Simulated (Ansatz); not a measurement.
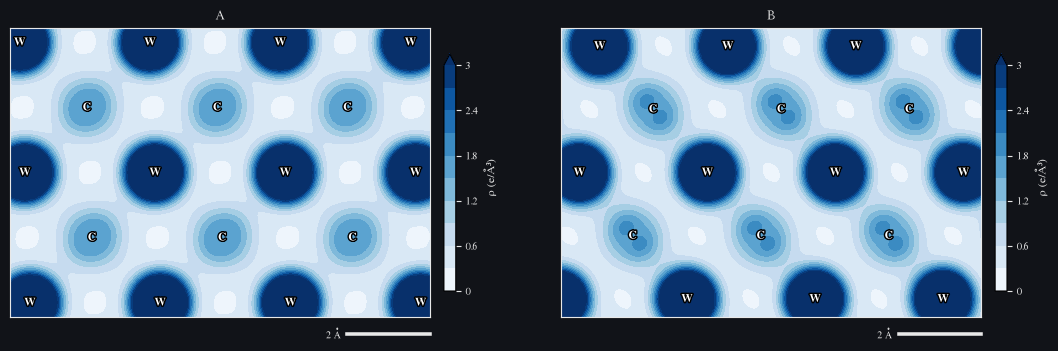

WC. The valence electron density of two cells that differ in size and shape, on the (011) plane of each (indices in the axes of the calculation cell), at one length scale and on one colour scale; one has 9.6 and the other 11.4 Å³ an atom.

Space group I4/mmm; a structure from a database of computed crystals, not necessarily the ambient phase.

Theory: DFT PBEsol, scalar-relativistic, plane waves, PAW in Ansatz 0.2.0.

The density is the valence pseudo-density of a PAW calculation; it isn't the true density close to the nuclei.

The larger cell:

```
W C
1.0
     0.00000    2.28039    2.19268
     2.28039    0.00000    2.19268
     2.28039    2.28039    0.00000
W C
1 1
Direct
  0.00000 0.00000 0.00000
  0.50000 0.50000 0.50000
```

The smaller cell: a = 3.111 Å, b = 3.111 Å, c = 2.853 Å, α = 62.71°, β = 62.71°, γ = 54.59°.

**Which is the denser cell? Describe the effect of the change.**

Panel B is the smaller cell, by 15 % in volume. From the larger cell to the smaller, W–C goes from 2.19 to 2.02 Å, and the density at its midpoint from 0.65 to 0.94 e/Å³; the pressure goes from −32 to 51 GPa.
